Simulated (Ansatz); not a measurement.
Consider CdSe.

The calculation's input:

```
crystal:
  lattice:
    - [4.2681409979, 0.0, 0.0]
    - [-2.1340704989, 3.6963185311, 0.0]
    - [0.0, 0.0, 6.3372817272]
  atoms:
    - { symbol: Cd, position: [0.3333333333, 0.6666666667, -0.004445103] }
    - { symbol: Cd, position: [0.6666666667, 0.3333333333, 0.495554897] }
    - { symbol: Se, position: [0.3333333333, 0.6666666667, 0.389445103] }
    - { symbol: Se, position: [0.6666666667, 0.3333333333, 0.889445103] }
basis:
  ecutwfc: 420
kpoints:
  mp_grid: { grid: [9, 9, 4] }
hamiltonian:
  xc: pbe
scf:
  occupations: { method: gaussian, width: 0.02 }
output:
  forces: true
  stress: true
  eigenvalues: true
  write_density: true
  write_potential: true
  elf: true
  volumetric_format: npy
```

Command:

```sh
ansatz run input.yaml --threads 1 --pin off --max-ram 1331MiB --backend cpu --events-out ev --progress --plain --runs-dir out
```

Below, planes, directions and counts refer to the conventional cell (a = 4.27 Å, b = 4.27 Å, c = 6.34 Å, α = 90.00°, β = 90.00°, γ = 120.00°).

Space group P6₃mc; changed on purpose from its base cell (S replaced by Se, lengths x 1.036, strained and moved within the space group); not relaxed (largest force 0.5 eV/Å); computed pressure about 12 GPa in this cell.

Method: DFT PBE, scalar-relativistic, plane waves, PAW (Ansatz).

### Predict the valence pseudo-density and electron localisation function between the atoms.

Cd–Se (2.50 Å): ρ is about 0.5 e/Å³ halfway; the ELF is about 0.40 at the midpoint.

### Metal or insulator at this level of theory?

It is gapped, with a Kohn–Sham gap of 0.87 eV on the k-point mesh (the band edges may lie off the mesh, which would make the gap smaller).

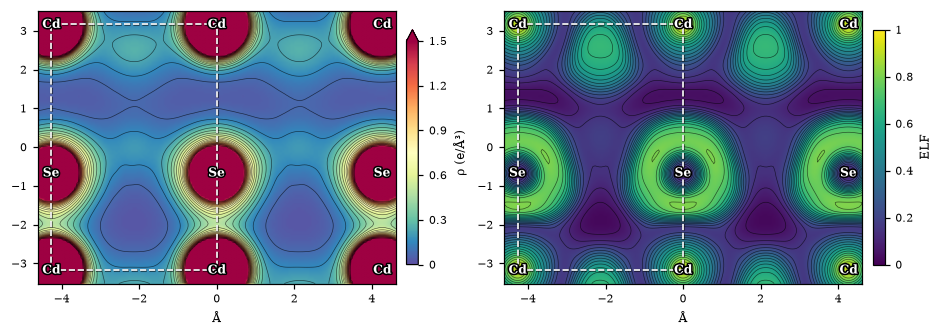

Computed valence pseudo-density and electron localisation function on the (010) plane of the conventional cell, in this order. 

In a PAW calculation such maps are meaningful between the atoms, not at the nuclei.
